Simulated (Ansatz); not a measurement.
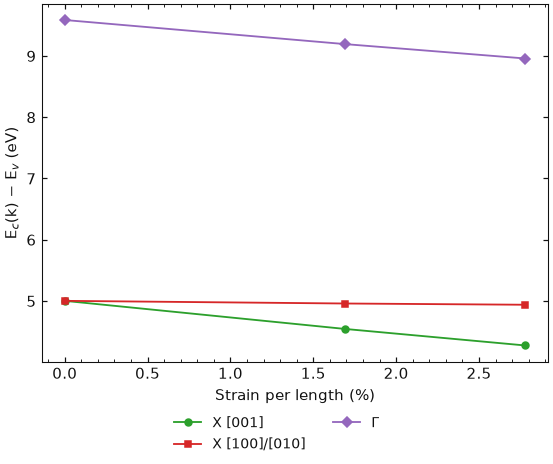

Lowest conduction level at each named k point, counted from the valence-band top at Γ.

System: zincblende BN, space group F-43m (No. 216), 2 atoms in the primitive cell, relaxed with r2SCAN; unstrained, cubic a = 3.610 Å. The cell is strained biaxially in the xy plane; the length along z is relaxed again with r2SCAN. Points keep the names of the unstrained cell; those that the strain makes unlike carry their directions on the cubic axes x, y, z. Method: r2SCAN, Ansatz PAW set, no spin polarisation, no spin-orbit coupling, 12×12×12 k mesh, 500 eV cutoff, fixed occupations (Ansatz 0.2.0).

> How does the strain split the X points of the conduction band?

Unstrained, the X points are equivalent. At +2.78 % the lowest conduction level is 4.27 eV at X [001] and 4.94 eV at X [100]/[010] above the valence top, a splitting of 0.67 eV, or 239 meV for each 1 % of strain on average.

The values:
```
 strain  X [001] (eV)  X [100]/[010] (eV)  Γ (eV)
    0 %          5.00                5.00    9.59
+1.69 %          4.54                4.96    9.19
+2.78 %          4.27                4.94    8.96
```

The strain splits the threefold valence top at Γ, and levels count from its highest part. The PAW data sets were made with another functional. LDA, GGA and most meta-GGA functionals understate gaps. The usual form of BN is layered hexagonal.
